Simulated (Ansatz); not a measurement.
# Mg15F32 (cell charge +1, with a compensating background) (cell with a defect): what the fields show

```cif
data_structure
_symmetry_space_group_name_H-M 'P 1'
_symmetry_Int_Tables_number 1
_cell_length_a 9.0775
_cell_length_b 9.0775
_cell_length_c 9.0775
_cell_angle_alpha 94.084
_cell_angle_beta 117.671
_cell_angle_gamma 117.671
_cell_volume 546.03
loop_
_atom_site_label
_atom_site_type_symbol
_atom_site_fract_x
_atom_site_fract_y
_atom_site_fract_z
_atom_site_occupancy
Mg1 Mg 0.00000 0.12633 0.62633 1
Mg2 Mg 0.00000 0.87500 0.37500 1
Mg3 Mg 0.00000 0.62367 0.12367 1
Mg4 Mg 0.50000 0.37500 0.37500 1
Mg5 Mg 0.50000 0.12500 0.12500 1
Mg6 Mg 0.50000 0.87500 0.87500 1
Mg7 Mg 0.50000 0.62500 0.62500 1
Mg8 Mg 0.00000 0.49855 0.50054 1
Mg9 Mg 0.00000 0.25145 0.24946 1
Mg10 Mg 0.00000 0.00054 0.99855 1
Mg11 Mg 0.00000 0.74946 0.75145 1
Mg12 Mg 0.50920 0.50692 0.00692 1
Mg13 Mg 0.49080 0.24308 0.74308 1
Mg14 Mg 0.49080 0.99772 0.49772 1
Mg15 Mg 0.50920 0.75228 0.25228 1
F1 F 0.78516 0.12790 0.62790 1
F2 F 0.80567 0.90223 0.40223 1
F3 F 0.80567 0.65344 0.15344 1
F4 F 0.78516 0.40725 0.90725 1
F5 F 0.30370 0.15260 0.15041 1
F6 F 0.30370 0.90111 0.90329 1
F7 F 0.30370 0.65041 0.65260 1
F8 F 0.30370 0.40329 0.40111 1
F9 F 0.00000 0.22210 0.02790 1
F10 F 0.00000 0.97188 0.77620 1
F11 F 0.00000 0.72279 0.52721 1
F12 F 0.00000 0.47380 0.27812 1
F13 F 0.49389 0.22078 0.52311 1
F14 F 0.50000 0.97342 0.27658 1
F15 F 0.50611 0.72689 0.02922 1
F16 F 0.50000 0.47342 0.77658 1
F17 F 0.21484 0.62210 0.12210 1
F18 F 0.21484 0.34275 0.84275 1
F19 F 0.19433 0.09656 0.59656 1
F20 F 0.19433 0.84777 0.34777 1
F21 F 0.69630 0.59740 0.59959 1
F22 F 0.69630 0.34671 0.34889 1
F23 F 0.69630 0.09959 0.09740 1
F24 F 0.69630 0.84889 0.84671 1
F25 F 0.00000 0.52790 0.72210 1
F26 F 0.00000 0.27620 0.47188 1
F27 F 0.00000 0.02721 0.22279 1
F28 F 0.00000 0.77812 0.97380 1
F29 F 0.50611 0.52922 0.22689 1
F30 F 0.50000 0.27658 0.97342 1
F31 F 0.49389 0.02311 0.72078 1
F32 F 0.50000 0.77658 0.47342 1
```

Spin-polarised.

Computed with Ansatz, DFT PBE, scalar-relativistic, plane waves, PAW.

The density is the valence pseudo-density of a PAW calculation; it isn't the true density close to the nuclei.

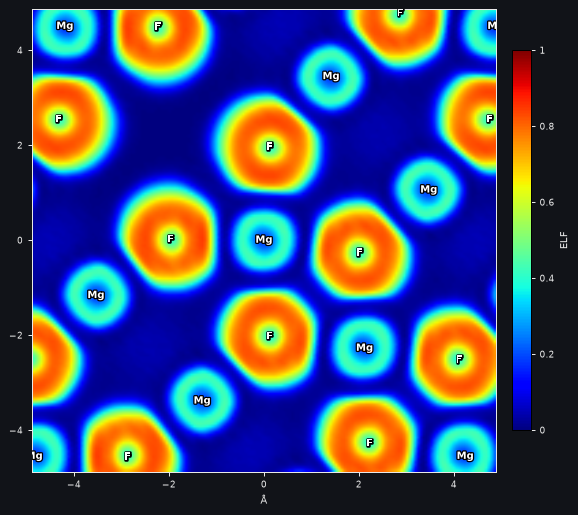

Figure 1. Electron localisation function on the (011̄) plane of the calculation cell.

Question: Read the bonding off the picture.

Answer: The plane passes through Mg and F nuclei.
Mg–F (1.96 Å): the ELF peaks at about 0.85 in the valence shell of F, 0.7 Å from its nucleus, and is about 0.25 at the midpoint (no shared electron pair shows on this line).
Mg–F (2.03 Å): the ELF peaks at about 0.80 in the valence shell of F, 0.6 Å from its nucleus, and is about 0.20 at the midpoint (no localised pair shows between them).

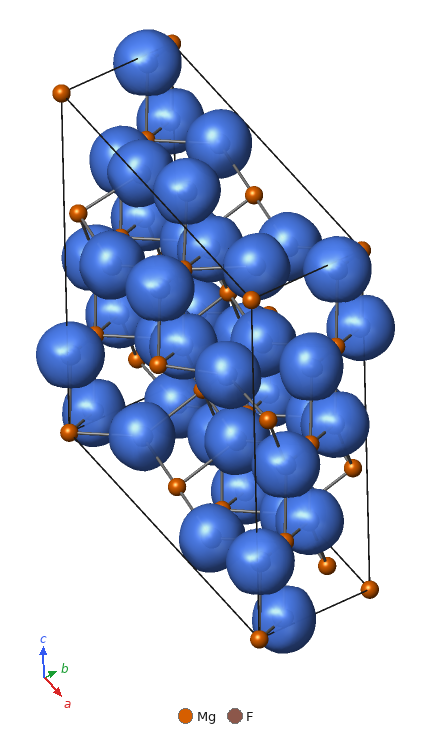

Figure 2. Isosurface of the ELF at 0.65 (blue), seen slightly off an axis. Only the valence region is drawn (cores and ρ < 0.01 e/Å³ removed). Sticks mark near contacts.

Question: Where are the electrons localised?

Answer: At this value the surface marks out 32 regions wrapped around F (the valence shell of each), counted in one cell of 47 atoms. Any copies at cell faces, edges or corners count once.


 Mg–F (2.01 Å): the ELF peaks at about 0.85 in the valence shell of F, 0.7 Å from its nucleus, and is about 0.25 at the midpoint; no shared electron pair shows on this line.

Question: Does the calculation make it a metal, or give it a gap?

Answer: It is gapless in this calculation (a metal or semimetal).
